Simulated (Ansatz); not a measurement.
```
Ta Si
1.0
     4.45391   -0.16214   -4.42189
    -5.56513   -0.01057   -5.60693
    -0.04967    5.85796    0.05218
Ta Si
6 12
Direct
  0.97128 0.50000 0.31166
  0.47128 0.00000 0.31166
  0.29031 0.69763 0.01230
  0.79031 0.19763 0.01230
  0.79011 0.80179 0.01211
  0.29011 0.30179 0.01211
  0.08455 0.84272 0.33972
  0.58455 0.34272 0.33972
  0.78315 0.84506 0.57072
  0.28315 0.34506 0.57072
  0.11166 0.99952 0.93976
  0.61166 0.49952 0.93976
  0.47994 0.99967 0.82355
  0.97994 0.49967 0.82355
  0.28315 0.65573 0.57062
  0.78315 0.15573 0.57062
  0.58457 0.65748 0.33986
  0.08457 0.15748 0.33986
```

Space group P1; a generated structure, not necessarily the stable one; computed without spin polarisation.

All numbers below come from DFT PBE, scalar-relativistic, plane waves, PAW in Ansatz.

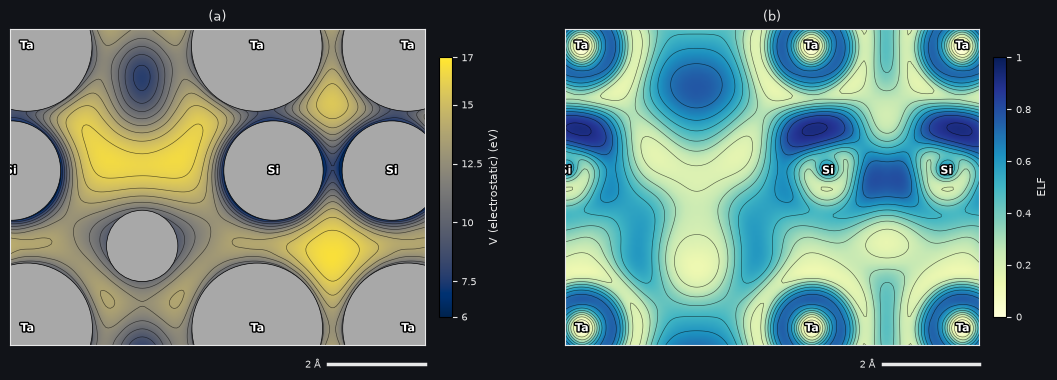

TaSi2. (a) electrostatic potential (local pseudopotential plus Hartree) felt by an electron; (b) electron localisation function on the (100) plane of the standardised cell. Grey discs cover the atomic cores in the potential map.

In a PAW calculation such maps are meaningful between the atoms, not at the nuclei.

Describe what can be read from this map.

Answer. The section cuts through Ta and Si sites. Ta–Si (2.61 Å): the ELF peaks at about 0.90 in the valence shell of Si, 0.9 Å from its nucleus, and is about 0.60 at the midpoint. Ta–Ta (3.13 Å): the ELF is about 0.45 at the midpoint. Si–Si (2.45 Å): the ELF peaks at about 0.80 between the atoms. The features right at Ta lie inside the PAW spheres, where the map follows smoothed inner orbitals and isn't to be read closely. Outside the cores the potential energy rises away from the atoms and is highest about 2.0 Å from the nearest atoms; its zero is arbitrary.
